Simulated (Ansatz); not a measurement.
```
CELL_PARAMETERS angstrom
3.16000 0.00000 0.00000
-1.58000 2.73664 0.00000
0.00000 0.00000 18.45000
ATOMIC_POSITIONS crystal
Mo 0.66667 0.33333 0.33333
Mo 0.33333 0.66667 0.66667
Mo 0.00000 0.00000 0.00000
S 0.66667 0.33333 0.58333
S 0.33333 0.66667 0.91667
S 0.00000 0.00000 0.25000
S 0.66667 0.33333 0.75033
S 0.00000 0.00000 0.41700
S 0.33333 0.66667 0.08367
```

Space group R3m; the calculation finds a residual pressure of about −2 GPa at this fixed cell.

Level of theory: DFT LDA, scalar-relativistic, plane waves, PAW (Ansatz 0.2.0).

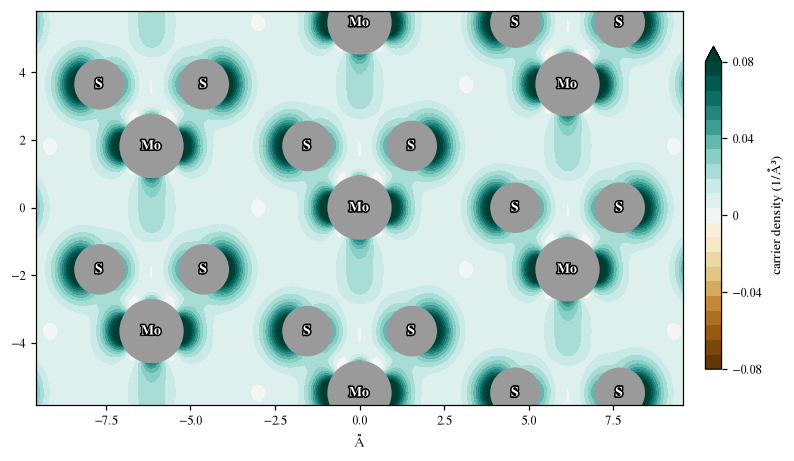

MoS2. Where the hole sits when 0.25 electron is taken from the 3-atom cell of the calculation (uniform compensating background, atoms fixed); the change of density for each carrier, counted positive where the carrier is: a map on the (110) plane of the conventional cell, with grey discs over the atomic cores. Cores are masked to 1.0 Å (Mo) and 0.7 Å (S).

Core electrons are frozen (PAW), so the fields are smoothed inside the atomic spheres.

**Where does the doped charge go?**

Summed over atomic cells sized by the Bader volumes, the hole divides as S about 75 % and Mo about 25 %; these cells fill 25 % (Mo) and 75 % (S) of the volume.
- Over the whole cell, outside the cores, it is densest at the edge of the masked core of Mo.
- The counter-flow of charge adds up to under 0.1 e for each carrier.
- These are shares of the net change, screening included; the states that take the carrier can be more concentrated.
- This is very heavy doping, far beyond the dilute limit.

Run times: 60 s (hole) and 64 s (base cell), on 2 threads of Arm Neoverse N1 (shared host).
